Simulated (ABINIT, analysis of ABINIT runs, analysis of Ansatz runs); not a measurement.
# S on a Se site in ZnSe: local vibrational mode against experiment (ABINIT)

Subject: S on a Se site in ZnSe. Wanted: its local vibrational mode, in one set-up (PBE, JTH 2.0 PBE, cutoffs x 0.85, 32-site cell, PBE lattice, k: 2x2x2 shifted). The model is a cell of 32 host atoms with 1 Se taken out and 1 S put in. The frequencies come from force constants among the defect atom and its neighbours, with the masses of the isotopes named. This set-up takes another basis size than the usual one.

Measured beforehand: Threefold local mode of S: 297 cm⁻¹, by Infrared reflectivity with Kramers-Kronig analysis (ZnSe with ~1% S) (“Optical Studies of Lattice Vibration in II-VI Semiconducting Compounds”, 1968, M. Balkanski).

Main program and level: ABINIT 10.8.3; ABINIT plane-wave DFT, PBE, JTH 2.0 PBE potentials; relaxation of all atoms of a defect supercell.

## Step 1: The structure

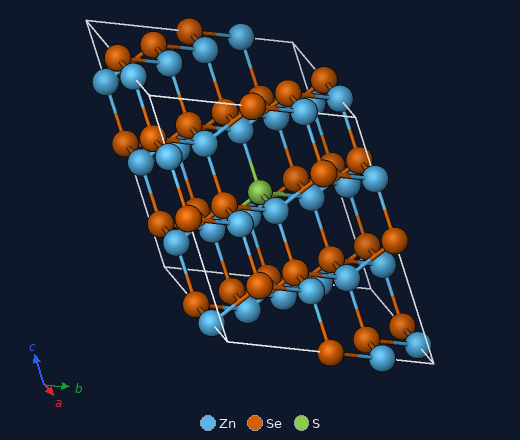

The cell as given, from a free direction (zinc blue, selenium orange, sulfur green). Some periodic images of atoms are drawn too.

The cell holds 32 atoms: 16 Zn, 15 Se and 1 S. Its edges and angles: a = 9.923 Å, b = 9.923 Å, c = 9.923 Å, α = 109.5°, β = 109.5°, γ = 109.5°. It derives from ZnSe (space group F-43m). Nearest the centre at fractional (0.500, 0.750, 0.500): S28 at 0.00 Å, Zn7 at 2.48 Å, Zn12 at 2.48 Å, Zn16 at 2.48 Å, Zn9 at 2.48 Å, Se29 at 4.05 Å, Se30 at 4.05 Å, Se27 at 4.05 Å.

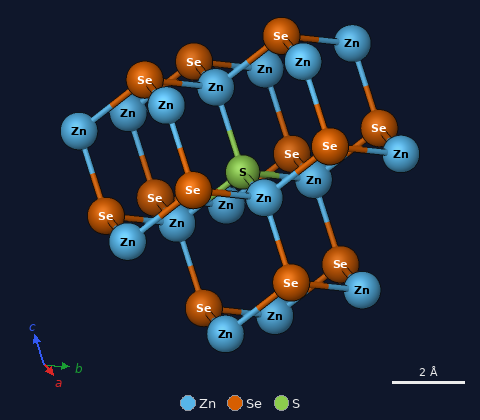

The atoms within 5 Å of the centre.

The host's primitive cell comes from a first run (ABINIT plane-wave DFT, PBE, JTH 2.0 PBE potentials; relaxation of cell and atoms of a defect-free cell): vectors of 4.051, 4.051 and 4.051 Å. That is 23.51 Å³ an atom, 3.3 % over the diffraction cell's volume. The supercell is built on it.

## Step 2: Relaxation, charge 0

Every later number rests on the structure around the defect, so the atoms are relaxed at the host's lattice first.

The input, run.abi:

```
# S on a Se site in ZnSe
acell 3*1.0 Angstrom
rprim
    -5.729181772    5.729181772   -5.729181772
     5.729181772    5.729181772    5.729181772
     5.729181772   -5.729181772   -5.729181772
natom 32
ntypat 3
znucl 30 34 16
typat 1 1 1 1 1 1 1 1 1 1 1 1 1 1 1 1 2 2 2 2 2 2 2 2 2 2 2 3 2 2 2 2
xred
     0.000000000    0.000000000    0.000000000
     0.000000000    0.250000000    0.750000000
     0.000000000    0.500000000    0.500000000
     0.000000000    0.750000000    0.250000000
     0.250000000    0.000000000    0.750000000
     0.250000000    0.250000000    0.500000000
     0.250000000    0.500000000    0.250000000
     0.250000000    0.750000000    0.000000000
     0.500000000    0.000000000    0.500000000
     0.500000000    0.250000000    0.250000000
     0.500000000    0.500000000    0.000000000
     0.500000000    0.750000000    0.750000000
     0.750000000    0.000000000    0.250000000
     0.750000000    0.250000000    0.000000000
     0.750000000    0.500000000    0.750000000
     0.750000000    0.750000000    0.500000000
     0.000000000    0.000000000    0.750000000
     0.000000000    0.250000000    0.500000000
     0.000000000    0.500000000    0.250000000
     0.000000000    0.750000000    0.000000000
     0.250000000    0.000000000    0.500000000
     0.250000000    0.250000000    0.250000000
     0.250000000    0.500000000    0.000000000
     0.250000000    0.750000000    0.750000000
     0.500000000    0.000000000    0.250000000
     0.500000000    0.250000000    0.000000000
     0.500000000    0.500000000    0.750000000
     0.500000000    0.750000000    0.500000000
     0.750000000    0.000000000    0.000000000
     0.750000000    0.250000000    0.750000000
     0.750000000    0.500000000    0.500000000
     0.750000000    0.750000000    0.250000000
pseudos "Zn.xml, Se.xml, S.xml"
ecut 14.7
pawecutdg 40.0
kptopt 2
ngkpt 2 2 2
nshiftk 1
shiftk 0.5 0.5 0.5
nsym 1
chkprim 0
maxnsym 12000
nband 150
occopt 3
tsmear 0.01 eV
nstep 100
diemac 4.0
tolrff 0.02
ionmov 22
ntime 70
tolmxf 1.9e-04
iomode 3
prtwf 0
prteig 0
prtebands 0
prtden 0
```

Run with:

```sh
$ OMP_NUM_THREADS=1 mpirun -n 4 abinit run.abi > run.log
```

Numbers of over 12 decimals in the logs are rounded to 6 here.

Log:

```text
Symmetries : space group P1 (#  1); Bravais aP (primitive triclinic)
================================================================================
 Values of the parameters that define the memory need of the present run
     intxc =       0    ionmov =      22      iscf =      17    lmnmax =      18
     lnmax =       6     mgfft =      72  mpssoang =       3    mqgrid =    4360
     natom =      32  nloc_mem =       2    nspden =       1   nspinor =       1
    nsppol =       1      nsym =       1    n1xccc =       1    ntypat =       3
    occopt =       3   xclevel =       2
-    mband =         150        mffmem =           1         mkmem =           1
       mpw =       13700          nfft =      373248          nkpt =           4
Pmy_natom=         8
 PAW method is used; the additional fine FFT grid is defined by:
   mgfftf=       108    nfftf =   1259712
================================================================================
  Rough estimation (10% accuracy) of disk space for files :
_ WF disk file :    125.429 Mbytes ; DEN or POT disk file :      9.613 Mbytes.
================================================================================

--------------------------------------------------------------------------------
------------- Echo of variables that govern the present computation ------------
--------------------------------------------------------------------------------
-
- outvars: echo of selected default values
-   iomode0 =  0 , fftalg0 =312 , wfoptalg0 = 10
-
- outvars: echo of global parameters not present in the input file
-  max_nthreads =    1
-
 -outvars: echo values of preprocessed input variables --------
-          iomode           3
            acell      1.8897261259E+00  1.8897261259E+00  1.8897261259E+00 Bohr
              amu      6.53900000E+01  7.89600000E+01  3.20660000E+01
          chkprim           0
           diemac      4.00000000E+00
             ecut      1.47000000E+01 Hartree
-          fftalg         312
           ionmov          22
              ixc     -101130
              kpt      2.50000000E-01  2.50000000E-01  2.50000000E-01
                      -2.50000000E-01  2.50000000E-01  2.50000000E-01
                       2.50000000E-01 -2.50000000E-01  2.50000000E-01
                      -2.50000000E-01 -2.50000000E-01  2.50000000E-01
           kptopt           2
         kptrlatt        2    0    0      0    2    0      0    0    2
          kptrlen      3.75043888E+01
          maxnsym    ***
            natom          32
            nband         150
            ngfft          72      72      72
          ngfftdg         108     108     108
             nkpt           4
            nstep         100
             nsym           1
            ntime          70
           ntypat           3
              occ      2.000000  2.000000  2.000000  2.000000  2.000000  2.000000
                       2.000000  2.000000  2.000000  2.000000  2.000000  2.000000
                       2.000000  2.000000  2.000000  2.000000  2.000000  2.000000
                       2.000000  2.000000  2.000000  2.000000  2.000000  2.000000
                       2.000000  2.000000  2.000000  2.000000  2.000000  2.000000
                       2.000000  2.000000  2.000000  2.000000  2.000000  2.000000
                       2.000000  2.000000  2.000000  2.000000  2.000000  2.000000
                       2.000000  2.000000  2.000000  2.000000  2.000000  2.000000
                       2.000000  2.000000  2.000000  2.000000  2.000000  2.000000
                       2.000000  2.000000  2.000000  2.000000  2.000000  2.000000
                       2.000000  2.000000  2.000000  2.000000  2.000000  2.000000
                       2.000000  2.000000  2.000000  2.000000  2.000000  2.000000
                       2.000000  2.000000  2.000000  2.000000  2.000000  2.000000
                       2.000000  2.000000  2.000000  2.000000  2.000000  2.000000
                       2.000000  2.000000  2.000000  2.000000  2.000000  2.000000
                       2.000000  2.000000  2.000000  2.000000  2.000000  2.000000
                       2.000000  2.000000  2.000000  2.000000  2.000000  2.000000
[...]
occopt           3
        optforces           1
        pawecutdg      4.00000000E+01 Hartree
           prtden           0
        prtebands           0
           prteig           0
            prtwf           0
            rprim     -5.7291817720E+00  5.7291817720E+00 -5.7291817720E+00
                       5.7291817720E+00  5.7291817720E+00  5.7291817720E+00
                       5.7291817720E+00 -5.7291817720E+00 -5.7291817720E+00
           shiftk      5.00000000E-01  5.00000000E-01  5.00000000E-01
          spgroup           1
           tolmxf      1.90000000E-04
           tolrff      2.00000000E-02
           tsmear      3.67493222E-04 Hartree
            typat      1  1  1  1  1  1  1  1  1  1  1  1  1  1  1  1  2  2  2  2
                       2  2  2  2  2  2  2  3  2  2  2  2
           useylm           1
              wtk        0.25000    0.25000    0.25000    0.25000
           xangst      0.0000000000E+00  0.0000000000E+00  0.0000000000E+00
                       5.7291817720E+00 -2.8645908860E+00 -2.8645908860E+00
                       5.7291817720E+00  0.0000000000E+00  0.0000000000E+00
                       5.7291817720E+00  2.8645908860E+00  2.8645908860E+00
                       2.8645908860E+00 -2.8645908860E+00 -5.7291817720E+00
                       2.8645908860E+00  0.0000000000E+00 -2.8645908860E+00
                       2.8645908860E+00  2.8645908860E+00 -2.3500188930E-16
                       2.8645908860E+00  5.7291817720E+00  2.8645908860E+00
                       0.0000000000E+00  0.0000000000E+00 -5.7291817720E+00
                       2.3500188930E-16  2.8645908860E+00 -2.8645908860E+00
                       8.4035090219E-17  5.7291817720E+00 -8.4035090219E-17
                       5.7291817720E+00  2.8645908860E+00 -2.8645908860E+00
[...]
xcart      0.0000000000E+00  0.0000000000E+00  0.0000000000E+00
[...]
xred      0.0000000000E+00  0.0000000000E+00  0.0000000000E+00
[...]
znucl       30.00000   34.00000   16.00000

================================================================================

 chkinp: Checking input parameters for consistency.

================================================================================
== DATASET  1 ==================================================================

[...]
frms,max,avg= 3.4748208E-05 9.9280549E-05  -3.080E-06 -1.934E-06  2.755E-06 h/b

 cartesian forces (eV/Angstrom) at end:
[...]
frms,max,avg= 1.7868247E-03 5.1052111E-03  -1.584E-04 -9.946E-05  1.417E-04 e/A
 length scales=  1.889726125908  1.889726125908  1.889726125908 bohr
              =  1.000000000000  1.000000000000  1.000000000000 angstroms
 Fermi (or HOMO) energy (hartree) =   0.15457   Average Vxc (hartree)=  -0.33093
 Eigenvalues (hartree) for nkpt=   4  k points:
 kpt#   1, nband=150, wtk=  0.25000, kpt=  0.2500  0.2500  0.2500 (reduced coord)
[...]
occupation numbers for kpt#   1
[...]
2.00000    2.00000    2.00000    2.00000    2.00000    2.00000    2.00000    2.00000
   2.00000    2.00000    2.00000    2.00000    2.00000    2.00000    2.00000    2.00000
   2.00000    2.00000    2.00000    2.00000    2.00000    2.00000    2.00000    2.00000
   2.00000    2.00000    2.00000    2.00000    2.00000    2.00000    2.00000    2.00000
   2.00000    2.00000    2.00000    2.00000    2.00000    2.00000    2.00000    2.00000
   2.00000    2.00000    2.00000    2.00000    2.00000    2.00000    2.00000    2.00000
   2.00000    2.00000    2.00000    2.00000    2.00000    2.00000    2.00000    2.00000
   2.00000    2.00000    2.00000    2.00000    2.00000    2.00000    2.00000    2.00000
[...]
prteigrs : prtvol=0 or 1, do not print more k-points.

iteration_state     : {dtset: 1, itime: 15, icycle: 1, }
comment             : Components of total free energy in Hartree
kinetic             :  1.59576975471393E+02
hartree             :  3.59283906585718E+02
xc                  : -1.25941907412474E+02
Ewald energy        : -6.94856613116287E+02
psp_core            :  3.42166291925176E+01
local_psp           : -1.22890853883863E+03
PAW spherical_terms :  3.12834153718342E+02
internal            : -1.18379539439942E+03
'-kT*entropy'       :  4.51177492314740E-15
total_energy        : -1.18379539439942E+03
total_energy_eV     : -3.22127137132161E+04

iteration_state     : {dtset: 1, itime: 15, icycle: 1, }
comment             : '"Double-counting" decomposition of free energy'
band_energy         : -3.41007652450337E+01
Ewald energy        : -6.94856613116287E+02
psp_core            :  3.42166291925176E+01
xc_dc               : -3.94185704978962E+02
PAW spherical_terms : -9.48690315581053E+01
internal            : -1.18379548570587E+03
'-kT*entropy'       :  4.51177492314740E-15
total_energy_dc     : -1.18379548570587E+03
total_energy_dc_eV  : -3.22127161977911E+04

iteration_state     : {dtset: 1, itime: 15, icycle: 1, }
comment             : 'Components of total free energy, including PAW core contributions'
Total energy        : -6.55883382789481E+04
Total energy DC     : -6.55883383702545E+04
Total energy (eV)   : -1.78474960614052E+06
Total energy DC (eV): -1.78474960862509E+06

 rms coord change=  2.4885E-03   atom, delta coord (reduced):
[...]
25        0.000141789272     -0.001034568585      0.001616135453
    26       -0.000035503054      0.000024318031      0.000039584156
    27        0.000128558856      0.001674900945     -0.000980238971
    28       -0.000330830641     -0.000344629080     -0.000397217515
    29       -0.001570671291     -0.001595107995     -0.002741598681
    30       -0.001590754882     -0.002735800158     -0.001584702431
    31       -0.000963426503      0.001639089867      0.000161131227
    32       -0.001027984258      0.000155115381      0.001666196750

 Cartesian components of stress tensor (hartree/bohr^3)
  sigma(1 1)=  1.75172827E-05  sigma(3 2)= -5.26183773E-08
  sigma(2 2)=  1.75216708E-05  sigma(3 1)= -3.73316836E-08
  sigma(3 3)=  1.75202103E-05  sigma(2 1)=  5.21315540E-08

-Cartesian components of stress tensor (GPa)         [Pressure= -5.1545E-01 GPa]
- sigma(1 1)=  5.15376249E-01  sigma(3 2)= -1.54808611E-03
- sigma(2 2)=  5.15505352E-01  sigma(3 1)= -1.09833605E-03
- sigma(3 3)=  5.15462384E-01  sigma(2 1)=  1.53376327E-03

== END DATASET(S) ==============================================================
================================================================================

 -outvars: echo values of variables after computation  --------
-          iomode           3
            acell      1.8897261259E+00  1.8897261259E+00  1.8897261259E+00 Bohr
              amu      6.53900000E+01  7.89600000E+01  3.20660000E+01
          chkprim           0
           diemac      4.00000000E+00
             ecut      1.47000000E+01 Hartree
           etotal     -1.1837954857E+03
            fcart      3.1752584099E-05  2.3675696593E-05 -3.2556307952E-06
[...]
-          fftalg         312
           ionmov          22
              ixc     -101130
              kpt      2.50000000E-01  2.50000000E-01  2.50000000E-01
[...]
kptopt           2
         kptrlatt        2    0    0      0    2    0      0    0    2
          kptrlen      3.75043888E+01
          maxnsym    ***
            natom          32
            nband         150
            ngfft          72      72      72
          ngfftdg         108     108     108
             nkpt           4
            nstep         100
             nsym           1
            ntime          70
           ntypat           3
              occ      2.000000  2.000000  2.000000  2.000000  2.000000  2.000000
[...]
2.000000  2.000000  2.000000  2.000000  2.000000  2.000000
                       2.000000  2.000000  2.000000  2.000000  2.000000  2.000000
                       2.000000  2.000000  2.000000  2.000000  2.000000  2.000000
                       2.000000  2.000000  2.000000  2.000000  2.000000  2.000000
                       2.000000  2.000000  2.000000  2.000000  2.000000  2.000000
                       2.000000  2.000000  2.000000  2.000000  2.000000  2.000000
                       2.000000  2.000000  2.000000  2.000000  2.000000  2.000000
                       0.000000  0.000000  0.000000  0.000000  0.000000  0.000000
           occopt           3
        optforces           1
        pawecutdg      4.00000000E+01 Hartree
           prtden           0
        prtebands           0
           prteig           0
            prtwf           0
            rprim     -5.7291817720E+00  5.7291817720E+00 -5.7291817720E+00
[...]
shiftk      5.00000000E-01  5.00000000E-01  5.00000000E-01
          spgroup           1
           strten      1.7517282662E-05  1.7521670776E-05  1.7520210321E-05
[...]
tolmxf      1.90000000E-04
           tolrff      2.00000000E-02
           tsmear      3.67493222E-04 Hartree
            typat      1  1  1  1  1  1  1  1  1  1  1  1  1  1  1  1  2  2  2  2
                       2  2  2  2  2  2  2  3  2  2  2  2
           useylm           1
              wtk        0.25000    0.25000    0.25000    0.25000
           xangst      6.4616770875E-03  6.6016671756E-03  8.4656021649E-04
[...]
xcart      1.2210800009E-02  1.2475342936E-02  1.5997669583E-03
[...]
xred      5.0226255582E-04  1.1400706753E-03  4.9004527125E-04
[...]
5.0014178927E-01 -1.0345685847E-03  2.5161613545E-01
                       4.9996449695E-01  2.5002431803E-01  3.9584155839E-05
                       5.0012855886E-01  5.0167490094E-01  7.4901976103E-01
                       4.9966916936E-01  7.4965537092E-01  4.9960278248E-01
                       7.4842932871E-01 -1.5951079948E-03 -2.7415986814E-03
                       7.4840924512E-01  2.4726419984E-01  7.4841529757E-01
                       7.4903657350E-01  5.0163908987E-01  5.0016113123E-01
                       7.4897201574E-01  7.5015511538E-01  2.5166619675E-01
            znucl       30.00000   34.00000   16.00000

================================================================================
[key lines of the parts left out:]
pressure_GPa:  -5.1545E-01
```

It took 2.5 h on 4 MPI ranks of Arm Neoverse V2, shared host; peak memory 2 GiB.

The steps of the relaxation:

```
step  energy less that of the first step (eV)
   0                                   0.0000
   1                                  -0.0151
   2                                   4.3670
   3                                  -0.0668
   4                                  -0.0702
   5                                  -0.0787
   6                                  -0.0894
   7                                  -0.0937
   8                                  -0.0965
   9                                  -0.0996
  10                                  -0.1005
  11                                  -0.1009
  12                                  -0.1011
  13                                  -0.1012
  14                                  -0.1012
```

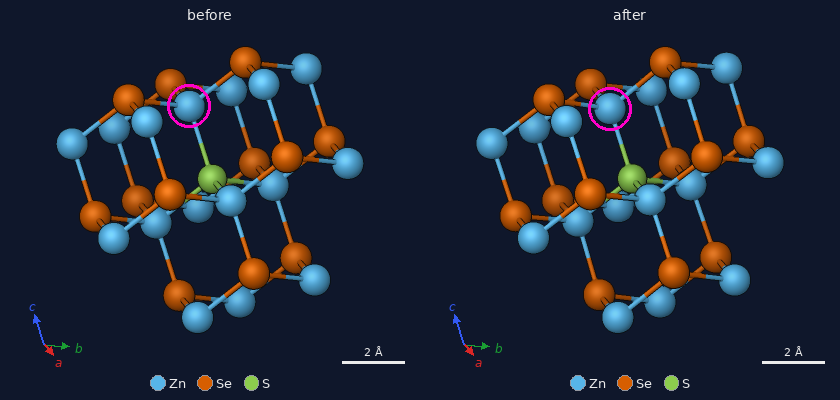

Before and after: the atoms that start within 5 Å of the centre. Zn12, which moves most, is ringed if it is among them.

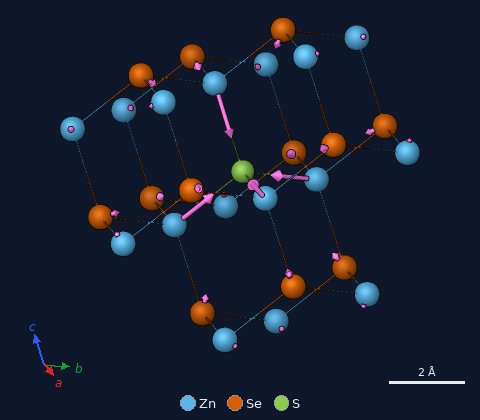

Displacements in the relaxation near the centre, exaggerated; the longest in the cell stands for 0.09 Å.

The atoms that moved most (Å):

```
atom      dx      dy      dz  length
Zn12  -0.054   0.053   0.054   0.093
 Zn9  -0.054  -0.054  -0.053   0.092
Zn16   0.052  -0.054   0.054   0.092
 Zn7   0.049   0.049  -0.049   0.086
Se17  -0.002  -0.016   0.016   0.023
Se29  -0.016  -0.002   0.016   0.022
Se30  -0.016  -0.016   0.003   0.022
Se32   0.016  -0.015  -0.003   0.022
```

The relaxed structure:

```xyz
32
Lattice="-5.7292 5.7292 -5.7292 5.7292 5.7292 5.7292 5.7292 -5.7292 -5.7292" Properties=species:S:1:pos:R:3 pbc="T T T"
Zn    0.0065    0.0066    0.0008
Zn    5.7358   -2.8658   -2.8711
Zn    5.7374    0.0021    0.0063
Zn    5.7386    2.8586    2.8627
Zn    2.8641   -2.8726   -5.7217
Zn    2.8585    0.0020   -2.8731
Zn    2.9141    2.9139   -0.0493
Zn    2.8583    5.7374    2.8631
Zn   -0.0539   -0.0537   -5.7818
Zn    0.0016    2.8586   -2.8734
Zn    0.0015    5.7375    0.0062
Zn    5.6750    2.9177   -2.8103
Zn   -2.8718    2.8645   -5.7217
Zn   -2.8659    5.7355   -2.8711
Zn    2.8575    2.8571   -5.7289
Zn    2.9170    5.6750   -2.8110
Se    4.2946   -4.3127   -4.2810
Se    4.2969   -1.4314   -1.4324
Se    4.2954    1.4466    1.4187
Se    4.2972    4.2965    4.2958
Se    1.4184   -1.4292   -4.3132
Se    1.4465    1.4467   -1.4309
Se    1.4463    4.2952    1.4182
Se    7.1469    1.4483   -1.4354
Se   -1.4298    1.4179   -4.3129
Se   -1.4317    4.2966   -1.4322
Se    4.3001    1.4482   -4.2824
S     4.2945    4.2953   -1.4301
Se   -4.3127    4.2945   -4.2813
Se    1.4167    1.4166   -7.1590
Se    1.4481    4.2998   -4.2829
Se    1.4486    7.1469   -1.4351
```

Neighbours of S28 at the end:

```
atom  distance (Å)
Zn12         2.389
Zn16         2.389
 Zn9         2.389
 Zn7         2.392
Se23         4.028
Se22         4.028
Se19         4.029
Se32         4.029
Se25         4.029
Se21         4.030
Se31         4.030
Se24         4.030
Se27         4.030
Se17         4.031
Se30         4.032
Se29         4.032
```

From the first step to the last the energy fell by 0.101 eV, and the largest move was 0.09 Å (Zn12 and 2 other atoms alike).

(Continued in part 2 of 2.)

[Logs are printed without paths, hosts, clocks, repeated set-up lines and the standing remarks that a program may print on its own settings, such as how far it seeks lower states.]

[Hosts, paths, dates, database ids (printed as entryN), source tags and the programs' standing remarks are cut or masked in the printed files.]

[For some hosts the program warned that the k-mesh of the response run may be too coarse for force constants and the static dielectric constant; such warnings are not shown here.]
